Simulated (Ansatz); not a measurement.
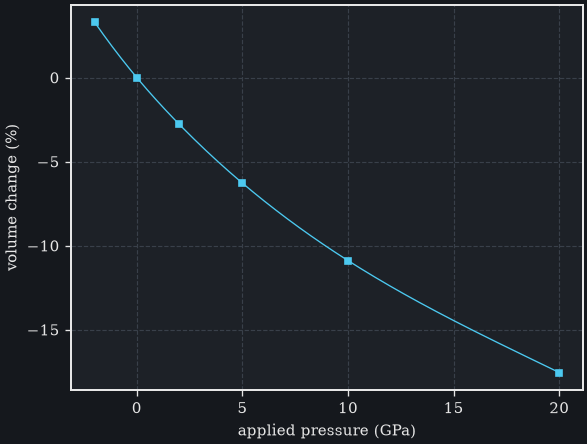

The plot gives the computed volume change against applied pressure for ZnSe₂, space group Pa-3 (No. 205).

Starting cell:
```yaml
crystal:
  lattice:
    - [6.30700, 0.00000, 0.00000]
    - [0.00000, 6.30700, 0.00000]
    - [0.00000, 0.00000, 6.30700]
  atoms:
    - { symbol: Zn, position: [0.50000, 0.50000, 0.00000] }
    - { symbol: Zn, position: [0.50000, 0.00000, 0.50000] }
    - { symbol: Zn, position: [0.00000, 0.50000, 0.50000] }
    - { symbol: Zn, position: [0.00000, 0.00000, 0.00000] }
    - { symbol: Se, position: [0.10830, 0.89170, 0.39170] }
    - { symbol: Se, position: [0.89170, 0.39170, 0.10830] }
    - { symbol: Se, position: [0.39170, 0.10830, 0.89170] }
    - { symbol: Se, position: [0.60830, 0.60830, 0.60830] }
    - { symbol: Se, position: [0.89170, 0.10830, 0.60830] }
    - { symbol: Se, position: [0.10830, 0.60830, 0.89170] }
    - { symbol: Se, position: [0.60830, 0.89170, 0.10830] }
    - { symbol: Se, position: [0.39170, 0.39170, 0.39170] }
```

Computed with Ansatz 0.2.0: volume, enthalpy and cell of a crystal along a series of hydrostatic pressures at zero temperature, keeping its symmetry; changes are against the given cell; the k mesh follows the cell and the gap; plane waves with PAW datasets, Γ-centred k mesh; energies extrapolated to zero smearing. Level: r2SCAN, no spin polarisation.

| setting | value |
| --- | --- |
| wave cutoff | 500 eV |
| occupations | Gaussian |
| k mesh at zero pressure | 4×4×4 |
| smearing width at zero pressure | 0.02 eV |

From this curve and the settings, what does the calculation give for the band gap, change of a and enthalpy change at the same points?

The band gap stays open and runs from 1.120 eV at applied pressure −2 GPa to 0.547 eV at 20 GPa, with its largest value, 1.153 eV, at 2 GPa. The change of a falls from 1.09 % at applied pressure −2 GPa to −6.23 % at 20 GPa. The enthalpy change rises from −0.27 eV/atom at applied pressure −2 GPa to 2.34 eV/atom at 20 GPa.

| applied pressure (GPa) | band gap (eV) | change of a (%) | enthalpy change (eV/atom) |
| --- | --- | --- | --- |
| −2 | 1.120 | 1.09 | −0.27 |
| 0 | 1.144 | 0.00 | 0.00 |
| 2 | 1.153 | −0.93 | 0.26 |
| 5 | 1.107 | −2.14 | 0.63 |
| 10 | 0.902 | −3.77 | 1.23 |
| 20 | 0.547 | −6.23 | 2.34 |

Note: a crossing between the sampled k points may be missed.
